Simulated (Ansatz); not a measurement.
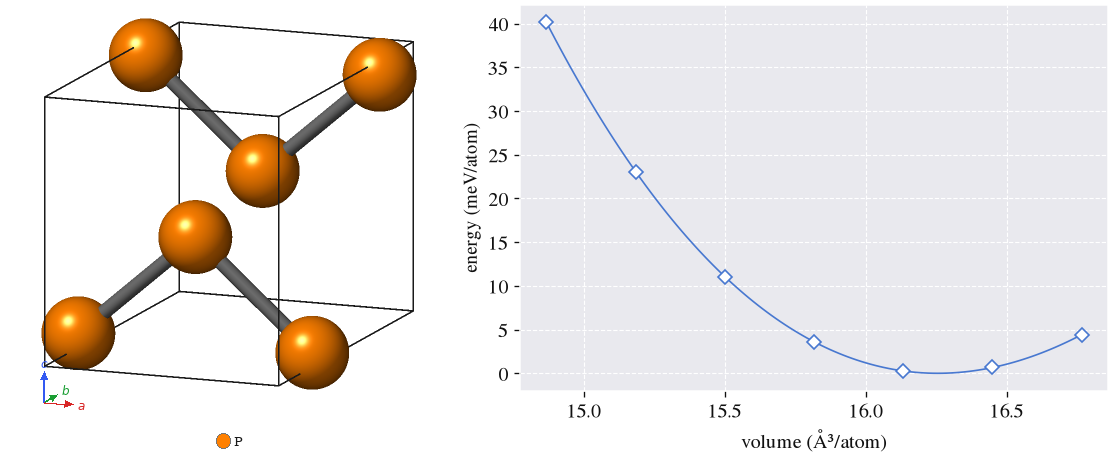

Plotted: energy against volume for P, space group Imma (No. 74). The conventional cell is drawn beside the plot.

The given structure:
```
P
1.0
    -1.69151    2.51517    1.85894
     1.69151   -2.51517    1.85894
     1.69151    2.51517   -1.85894
P
2
Cartesian
  1.6915 1.2576 1.6607
  0.0000 1.2576 0.1982
```

Calculation (Ansatz 0.2.0): plane-wave DFT, no spin polarisation; energies at scaled volumes of the given cell, shape and fractions fixed, counted from the fit's minimum, third-order Birch-Murnaghan fit. Level: PBE.

k mesh 11×11×11; occupations Fermi–Dirac; smearing width 0.05 eV; potentials Ansatz PAW; wave cutoff 420 eV; density cutoff 1680 eV.

From this curve and the settings, what does the calculation give for the pressure at the same points?

The pressure falls from 9.99 GPa at volume 14.87 Å³/atom to −2.69 GPa at 16.77 Å³/atom, and changes sign near 16.26 Å³/atom.

```
volume (Å³/atom)  pressure (GPa)
           14.87            9.99
           15.18            7.32
           15.50            4.89
           15.82            2.70
           16.13            0.71
           16.45           -1.08
           16.77           -2.69
```

Note: shape and atomic fractions are frozen while scaling, which makes layered, chain and framework solids too stiff.
